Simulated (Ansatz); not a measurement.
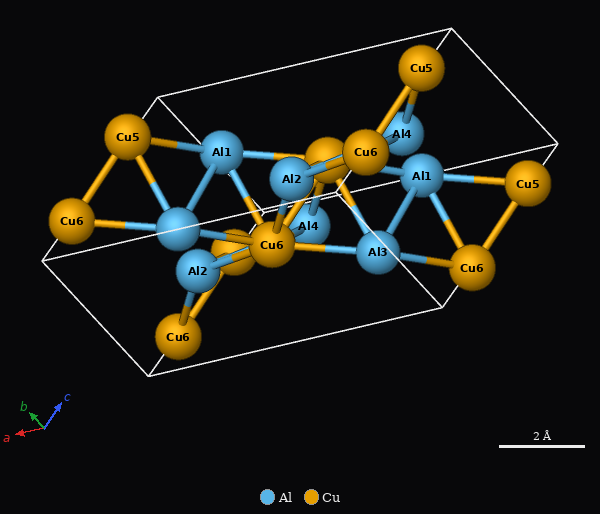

**Figure 1.** The input geometry of run 1 (ball-and-stick view of the cell 2 times as large as that of the calculation, set on its symmetry axes, seen at an oblique angle; atoms are numbered from 1 in the order of the input). An atom can appear more than once, as a periodic image.

# Two runs on Al₂Cu

System: Al₂Cu (C2/c, 6 atoms in the cell).
Method of run 1: DFT PBEsol, scalar-relativistic, plane waves, PAW, no spin polarisation (Ansatz 0.2.0).

The structure derives from an entry of the Crystallography Open Database. Text and figures count atoms from 1; the logs count them from 0 in places.

The input, run 1:
```yaml
crystal:
  lattice:
    - [-2.9965506923, 2.9965506923, 2.4139243086]
    - [2.9965506923, -2.9965506923, 2.4139243086]
    - [2.9965506923, 2.9965506923, -2.4139243086]
  atoms:
    - { symbol: Al, position: [0.1550372523, 0.6550372523, 0.818639916] }
    - { symbol: Al, position: [0.6550372523, 0.8363973363, 0.5] }
    - { symbol: Al, position: [0.8449627477, 0.3449627477, 0.181360084] }
    - { symbol: Al, position: [0.3449627477, 0.1636026637, 0.5] }
    - { symbol: Cu, position: [0.75, 0.7600115109, 0.0100115109] }
    - { symbol: Cu, position: [0.25, 0.2399884891, -0.0100115109] }
basis:
  ecutwfc: 420
kpoints:
  mp_grid: { grid: [12, 12, 12] }
hamiltonian:
  xc: pbesol
scf:
  occupations: { method: gaussian, width: 0.15 }
output:
  forces: true
  stress: true
  eigenvalues: true
```

Command:
```bash
ansatz run input.yaml --threads 2 --pin off --max-ram 5120MiB --backend cpu --events-out ev --progress --plain --runs-dir out
```

Hardware: 2 threads of Arm Neoverse V1, 24 GiB of memory available, shared host.

Output, shortened to warnings, some set-up lines, iterations and results (run 1):
```
Basis set: ecut = 420 eV, 1681 PW (Γ), exchange–correlation on 72×72×72 points (8 copies of the dense FFT grid, shifted against one another)
Symmetry: 4 space group operations
k-points: 476 of 1728
Initial density: superposition of atomic densities (neutral atoms: chi_scale 0, normalization atom), corrected by the library's trained network
[...]
SCF iter   1: F=—  HF=-15276.780922 eV  |F-HF|=—  |Δ(HF+E_count)|=         —  Δρ=5.09e-3  dr2=1.20e-2  ethr=1.77e-3  ⟨swp⟩=7.7  Hψ=72910  notcnv=0
SCF iter   2: F=—  HF=-15276.776818 eV  |F-HF|=—  |Δ(HF+E_count)|=   4.10e-3  Δρ=1.42e-3  dr2=4.51e-3  ethr=2.39e-5  ⟨swp⟩=2.4  Hψ=29604  notcnv=0
SCF iter   3: F=—  HF=-15276.776188 eV  |F-HF|=—  |Δ(HF+E_count)|=   6.30e-4  Δρ=9.55e-4  dr2=1.70e-3  ethr=9.02e-6  ⟨swp⟩=1.0  Hψ=14204  notcnv=0
SCF iter   4: F=—  HF=-15276.775746 eV  |F-HF|=—  |Δ(HF+E_count)|=   4.42e-4  Δρ=2.37e-4  dr2=1.37e-4  ethr=3.41e-6  ⟨swp⟩=2.1  Hψ=21309  notcnv=0
SCF iter   5: F=—  HF=-15276.775715 eV  |F-HF|=—  |Δ(HF+E_count)|=   3.13e-5  Δρ=4.74e-5  dr2=4.74e-6  ethr=2.74e-7  ⟨swp⟩=2.1  Hψ=20515  notcnv=0
SCF iter   6: F=—  HF=-15276.775716 eV  |F-HF|=—  |Δ(HF+E_count)|=   1.30e-6  Δρ=6.47e-6  dr2=3.23e-8  ethr=2.00e-10  ⟨swp⟩=6.8  Hψ=76278  notcnv=0
SCF iter   7: F=-15276.775716 eV  HF=-15276.775716 eV  |F-HF|=1.16e-8  |Δ(HF+E_count)|=  2.47e-10  Δρ=4.09e-6  dr2=1.07e-8  ethr=6.46e-11  ⟨swp⟩=1.7  Hψ=45989  notcnv=0
SCF 1 converged in 7 iterations: F = -15276.775716 eV  dr2 = 1.07e-8
SCF converged after 7 iterations
Free energy (F): -15276.775716 eV
Harris-Foulkes:  -15276.775716 eV  (|F-HF|=1.16e-8)
Internal energy: -15276.752168 eV  (E = F + TS)
E sigma→0 (E₀):  -15276.763942 eV
Entropy (-TS):   -0.023548 eV (-3.925 meV/atom)
Fermi energy:    10.678427 eV
--- Per-component energies (eV) ---
  E_band       = -917.274538
  E_kinetic    = 694.507141
  E_local      = -12357.467487  (includes V_loc(G=0)·N_el)
  E_nonlocal   = 813.167802
  E_hartree    = 5590.309192
  E_xc         = -339.078049
  E_vxc        = -351.982031  (∫ρ·V_xc dr)
  E_paw        = -5062.042402  (= ΣΔE_a)
  E_vpaw       = -896.131159  (= ΣTr[D̂ρ^β])
  E_aug_tail   = 0.000536  (compensation charges beyond the density's cutoff)
  E_ewald      = -4616.637861
  E_core_change = 0.488960  (= ΣΔE_core)
  E_smearing   = -0.023548  (= −TS)
  E_closure    = -0.000000  (closes the sum)
  Σ components = -15276.775716   (vs F -15276.775716, Δ=0.00e0)
--- Forces (eV/Å), atoms counted from 1 ---
  atom   1  Al    -0.01911886    -0.00375059     0.04324899
  atom   2  Al     0.01911886    -0.00375059     0.04324899
  atom   3  Al     0.01911886     0.00375059    -0.04324899
  atom   4  Al    -0.01911886     0.00375059    -0.04324899
  atom   5  Cu    -0.29912450     0.00000000     0.00000000
  atom   6  Cu     0.29912450     0.00000000     0.00000000
  max |Σ_I F_I| component: 6.94e-18 eV/Å
--- Stress (GPa, compression-positive) ---
        0.360098       0.000000       0.000000
        0.000000       0.264790      -0.527355
        0.000000      -0.527354      -0.243178
  P = ⅓ Tr σ = 0.1272 GPa (1.272 kbar)
```

For run 2 the input was changed thus:
```diff
-    - { symbol: Al, position: [0.1550372523, 0.6550372523, 0.818639916] }
-    - { symbol: Al, position: [0.6550372523, 0.8363973363, 0.5] }
-    - { symbol: Al, position: [0.8449627477, 0.3449627477, 0.181360084] }
-    - { symbol: Al, position: [0.3449627477, 0.1636026637, 0.5] }
-    - { symbol: Cu, position: [0.75, 0.7600115109, 0.0100115109] }
-    - { symbol: Cu, position: [0.25, 0.2399884891, -0.0100115109] }
+    - { symbol: Al, position: [0.1657440165, 0.6657440165, 0.818639916] }
+    - { symbol: Al, position: [0.6657440165, 0.8471041005, 0.5] }
+    - { symbol: Al, position: [0.8342559835, 0.3342559835, 0.181360084] }
+    - { symbol: Al, position: [0.3342559835, 0.1528958995, 0.5] }
+    - { symbol: Cu, position: [0.75, 0.7349827336, -0.0150172664] }
+    - { symbol: Cu, position: [0.25, 0.2650172664, 0.0150172664] }
```

Predict how the results change.

With the same functional and potentials, run 2 lies 4.1 meV per atom higher. The largest force goes from 0.299 to 0.451 eV/Å. The number of SCF iterations is the same.

Output, shortened to warnings, some set-up lines, iterations and results (run 2):
```
Basis set: ecut = 420 eV, 1681 PW (Γ), exchange–correlation on 72×72×72 points (8 copies of the dense FFT grid, shifted against one another)
Symmetry: 4 space group operations
k-points: 476 of 1728
Initial density: superposition of atomic densities (neutral atoms: chi_scale 0, normalization atom), corrected by the library's trained network
[...]
SCF iter   1: F=—  HF=-15276.756257 eV  |F-HF|=—  |Δ(HF+E_count)|=         —  Δρ=5.13e-3  dr2=1.22e-2  ethr=1.77e-3  ⟨swp⟩=7.6  Hψ=72886  notcnv=0
SCF iter   2: F=—  HF=-15276.752114 eV  |F-HF|=—  |Δ(HF+E_count)|=   4.14e-3  Δρ=1.43e-3  dr2=4.50e-3  ethr=2.43e-5  ⟨swp⟩=2.4  Hψ=29702  notcnv=0  defer=1
SCF iter   3: F=—  HF=-15276.751481 eV  |F-HF|=—  |Δ(HF+E_count)|=   6.34e-4  Δρ=9.61e-4  dr2=1.70e-3  ethr=8.99e-6  ⟨swp⟩=1.0  Hψ=14201  notcnv=0  defer=1
SCF iter   4: F=—  HF=-15276.751047 eV  |F-HF|=—  |Δ(HF+E_count)|=   4.34e-4  Δρ=2.62e-4  dr2=1.67e-4  ethr=3.40e-6  ⟨swp⟩=2.2  Hψ=21122  notcnv=0  defer=1
SCF iter   5: F=—  HF=-15276.751006 eV  |F-HF|=—  |Δ(HF+E_count)|=   4.06e-5  Δρ=5.48e-5  dr2=6.39e-6  ethr=3.33e-7  ⟨swp⟩=2.0  Hψ=20668  notcnv=0  defer=1
SCF iter   6: F=—  HF=-15276.751011 eV  |F-HF|=—  |Δ(HF+E_count)|=   4.59e-6  Δρ=7.33e-6  dr2=4.29e-8  ethr=2.00e-10  ⟨swp⟩=6.8  Hψ=76576  notcnv=0
SCF iter   7: F=-15276.751011 eV  HF=-15276.751011 eV  |F-HF|=7.90e-9  |Δ(HF+E_count)|=  1.24e-10  Δρ=3.84e-6  dr2=1.00e-8  ethr=8.58e-11  ⟨swp⟩=1.9  Hψ=44008  notcnv=0
SCF 1 converged in 7 iterations: F = -15276.751011 eV  dr2 = 1.00e-8
SCF converged after 7 iterations
Free energy (F): -15276.751011 eV
Harris-Foulkes:  -15276.751011 eV  (|F-HF|=7.90e-9)
Internal energy: -15276.727452 eV  (E = F + TS)
E sigma→0 (E₀):  -15276.739231 eV
Entropy (-TS):   -0.023558 eV (-3.926 meV/atom)
Fermi energy:    10.676075 eV
--- Per-component energies (eV) ---
  E_band       = -917.250255
  E_kinetic    = 694.550699
  E_local      = -12351.389527  (includes V_loc(G=0)·N_el)
  E_nonlocal   = 813.249116
  E_hartree    = 5587.271877
  E_xc         = -339.074138
  E_vxc        = -351.974512  (∫ρ·V_xc dr)
  E_paw        = -5062.105432  (= ΣΔE_a)
  E_vpaw       = -896.241601  (= ΣTr[D̂ρ^β])
  E_aug_tail   = 0.000539  (compensation charges beyond the density's cutoff)
  E_ewald      = -4619.719546
  E_core_change = 0.488960  (= ΣΔE_core)
  E_smearing   = -0.023558  (= −TS)
  E_closure    = -0.000000  (closes the sum)
  Σ components = -15276.751011   (vs F -15276.751011, Δ=0.00e0)
--- Forces (eV/Å), atoms counted from 1 ---
  atom   1  Al    -0.03173035     0.00287240    -0.06414050
  atom   2  Al     0.03173035     0.00287240    -0.06414050
  atom   3  Al     0.03173035    -0.00287240     0.06414050
  atom   4  Al    -0.03173035    -0.00287240     0.06414050
  atom   5  Cu     0.45061121     0.00000000     0.00000000
  atom   6  Cu    -0.45061121     0.00000000     0.00000000
  max |Σ_I F_I| component: 0.00e0 eV/Å
--- Stress (GPa, compression-positive) ---
        0.540872       0.000000       0.000000
        0.000000       0.328975       0.797787
        0.000000       0.797786      -0.202753
  P = ⅓ Tr σ = 0.2224 GPa (2.224 kbar)
```

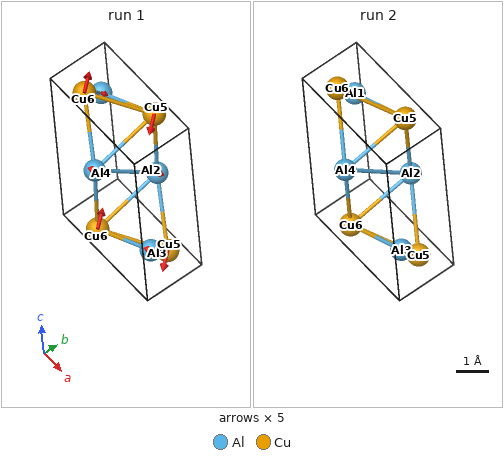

**Figure 2.** The two input geometries at one scale (ball-and-stick view of the cell of the calculation, seen slightly off an axis). The red arrows on the first give the shifts of the atoms relative to the cell, with their mean removed, magnified 5 times. The largest moves, 0.15 Å, are those of Cu5 and Cu6. By element the largest moves are Cu 0.15 Å, Al 0.05 Å. (The mean shift of all atoms is removed.) The lattice vectors keep their values. Among the contacts that change: Al1–Cu6 2.519 → 2.615 Å, Al1–Cu5 2.595 → 2.501 Å, Al1–Al3 2.827 → 2.914 Å.

The two runs side by side:

| quantity | run 1 | run 2 |
| --- | --- | --- |
| outcome | converged | converged |
| free energy per atom (eV) | −2546.1293 | −2546.1252 |
| energy per atom, smearing taken to zero (eV) | −2546.1273 | −2546.1232 |
| gap on the mesh (eV) | 0.00 | 0.00 |
| pressure (GPa) | 0.13 | 0.22 |
| largest force (eV/Å) | 0.299 | 0.451 |
| SCF iterations | 7 | 7 |
| irreducible k-points | 476 | 476 |
| plane waves at Γ | 1681 | 1681 |
| wall time (shared host) | 44 s | 44 s |
